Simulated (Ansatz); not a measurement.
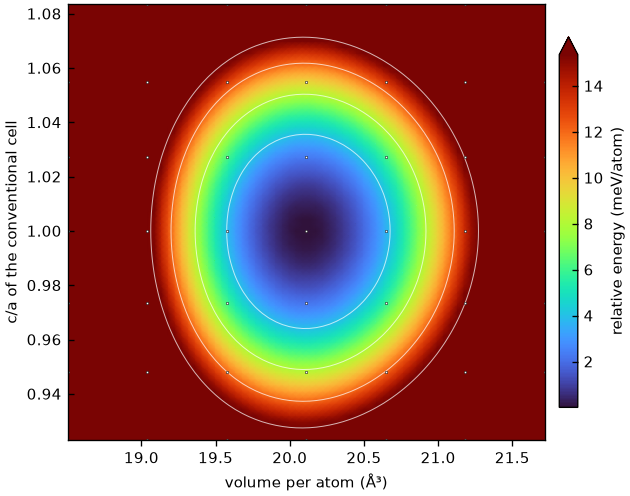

GaP (F-43m, No. 216; 2 atoms in the cell). 
- The energy is mapped over volume and the cell's shape.
- Coordinates scanned: (1) volume per atom; (2) c/a of the conventional cell.
- Nothing is relaxed (symmetry fixes all fractional coordinates).
- Grid: 7 × 7 points.
- Points are written as (first, second).
- Energies: meV/atom, counted from the lowest grid point.
- These are results of Ansatz 0.2.0, DFT PBEsol, scalar-relativistic, plane waves, PAW, not measurements. Settings: cutoff 420 eV, k-mesh 10×10×10, gaussian smearing 0.05 eV, no spin polarisation.

The picture shows a smooth colour map with a few white contour lines, dots at the grid points, one colour for all values above the top of the scale. Between grid points the surface is interpolated.

> Estimate the position of the minimum and the force constants in these coordinates.

The interpolated minimum is at volume per atom ≈ 20.11 Å³, c/a of the conventional cell ≈ 1.000. The curvatures there are about 0.053 eV/(Å³)² and 12 eV, with a cross term of about 0 eV/Å³ (per cell of 2 atoms). Round the minimum the two coordinates are nearly uncoupled.

PAW datasets: the set soft_1.
